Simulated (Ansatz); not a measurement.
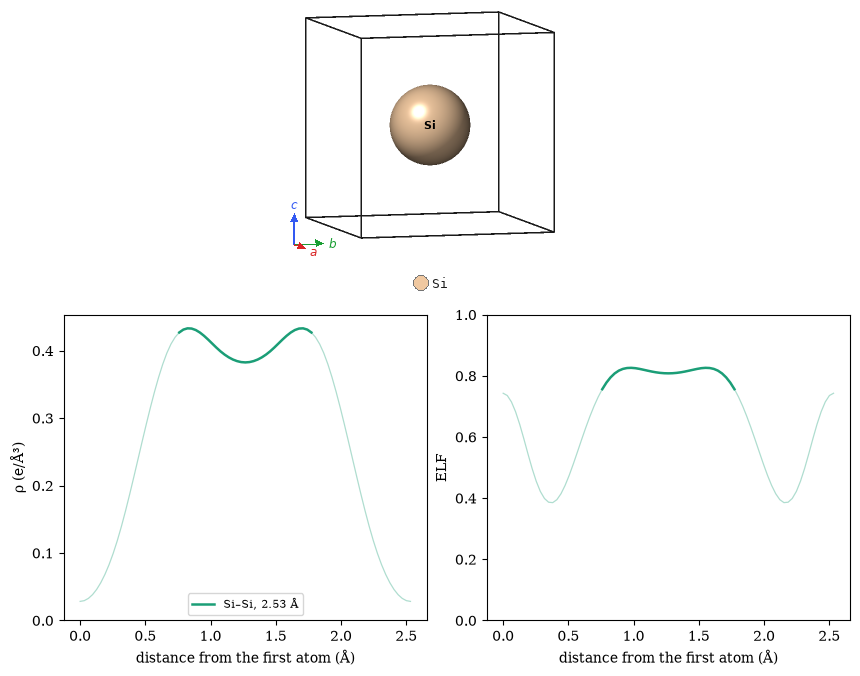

*Si. Valence charge density (pseudo) and ELF along straight lines between neighbouring atoms. Thin, pale parts lie inside the atomic spheres. The structure is drawn too.*

Space group Pm-3m; a generated structure, not necessarily the stable one.

Theory: Ansatz 0.2.0, Kohn-Sham DFT of a periodic cell, HSE06 form with a typed share of exact exchange, Ansatz PAW.

In a PAW calculation such maps are meaningful between the atoms, not at the nuclei.

**What can be read from the curves?**

Si–Si (2.53 Å): ρ at the midpoint is about 0.38 e/Å³; the ELF peaks at about 0.85 between the atoms.
